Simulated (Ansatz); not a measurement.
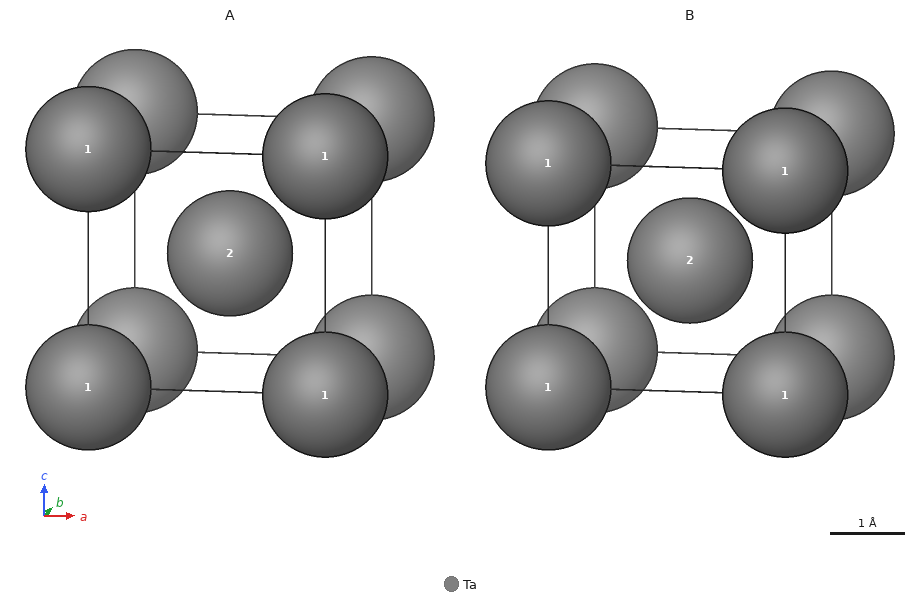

Two geometries of a crystal of Ta (set up in Im-3m): one is the relaxed structure, the other was perturbed away from it. Style: spheres-only. Shown: the cell of the calculation, slightly off an axis.

Method: Ansatz 0.2.0, DFT PBEsol, scalar-relativistic, plane waves, PAW. Set-up: plane-wave cutoff 420 eV; k-point mesh 16 × 16 × 16; occupations gaussian; smearing width 0.1 eV; no spin polarisation.

> Which one is perturbed?

Structure B is the perturbed one. Strain along c alone, −6.0 %, is applied. Symmetry leaves the atoms no freedom, so this is a single point. Energy change: +63.9 meV per atom. The pressure goes from 0.2 to 14.8 GPa. The principal stresses (compression positive) are 20.0 GPa along c and 12.2 GPa across it. All forces vanish by symmetry. Some distances before and after: Ta–Ta 3.280 → 3.084 Å, Ta–Ta 2.841 → 2.785 Å. The space group (tolerance 0.01 Å) goes from Im-3m (No. 229) to I4/mmm (No. 139).
